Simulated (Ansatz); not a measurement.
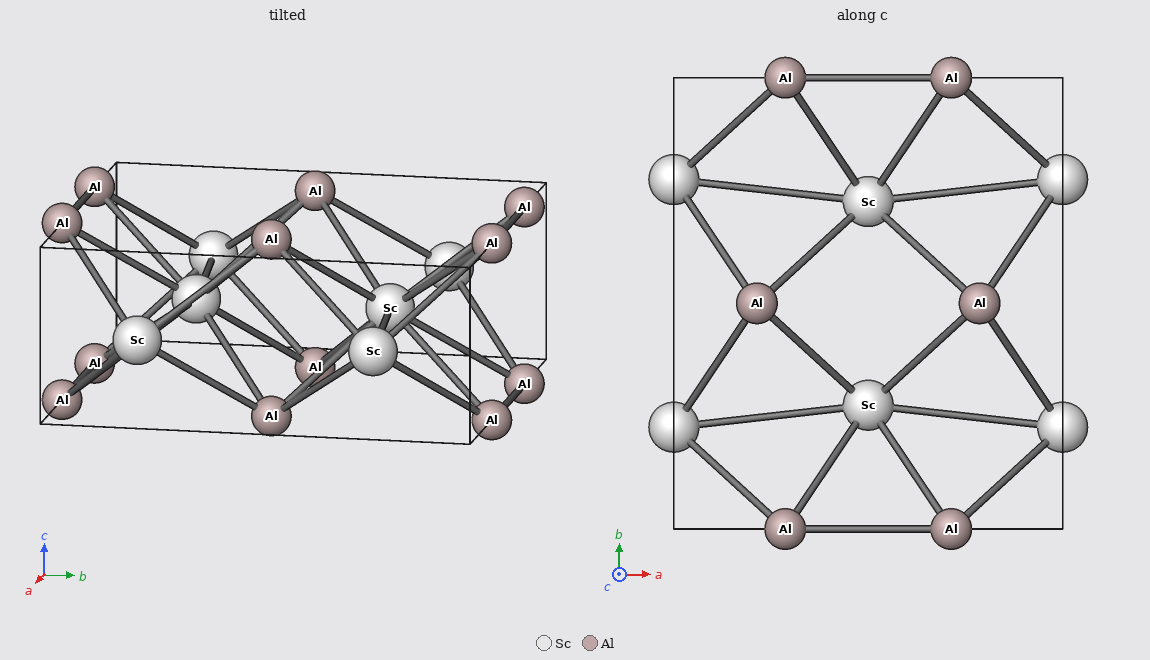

The crystal in a ball-and-stick representation, seen slightly off an axis and along the c axis. The frame is the conventional unit cell; atoms at its boundary are shown with their periodic copies. Cell: a = 6.54 Å, b = 7.60 Å, c = 3.14 Å, α = 90.00°, β = 90.00°, γ = 90.00°.

Source of the structure: a structure type filled with these elements by a generator (whether the compound takes this form wasn't checked). Earlier steps of the study, as a rule a relaxation of our own, may have changed the cell and positions, so they can lie some per cent off the listed ones. It was run through Ansatz as a DFT input.

**Explain the picture.**

The material is ScAl. It is base-centred orthorhombic, space group Cmmm (No. 65). One cell contains 4 Sc, 4 Al, 8 atoms in all. Taking every contact within bonding distance, one finds Sc 12 and Al 9.

Method used: DFT r2SCAN, scalar-relativistic, plane waves, PAW in Ansatz 0.2.0. It ran with an energy cutoff of 500 eV, k-points about 0.14 Å⁻¹ apart, Gaussian smearing of 0.1 eV, no spin polarisation.

**Is it conducting or gapped at this level?**

A metal: bands cross the Fermi level.

**How charged are the atoms, by the Bader scheme?**

Sc +1.29 e; Al -1.29 e.

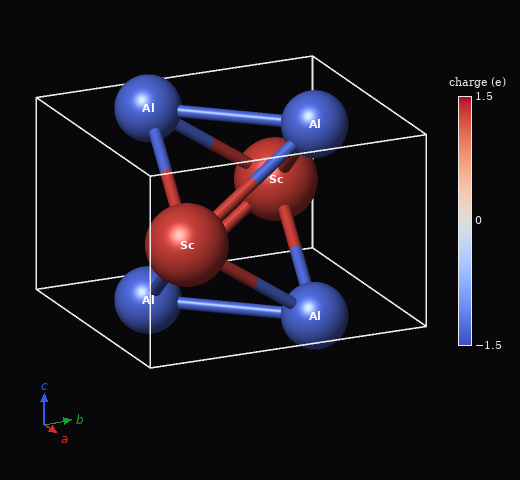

The atoms coloured by those charges. The run's cell of 4 atoms is drawn, so axes and origin can differ from the first picture.

**Is this an equilibrium geometry for the method given?**

No. The largest force is 0.06 eV/Å, on Al. The pressure is -0.6 GPa, so the cell would contract.
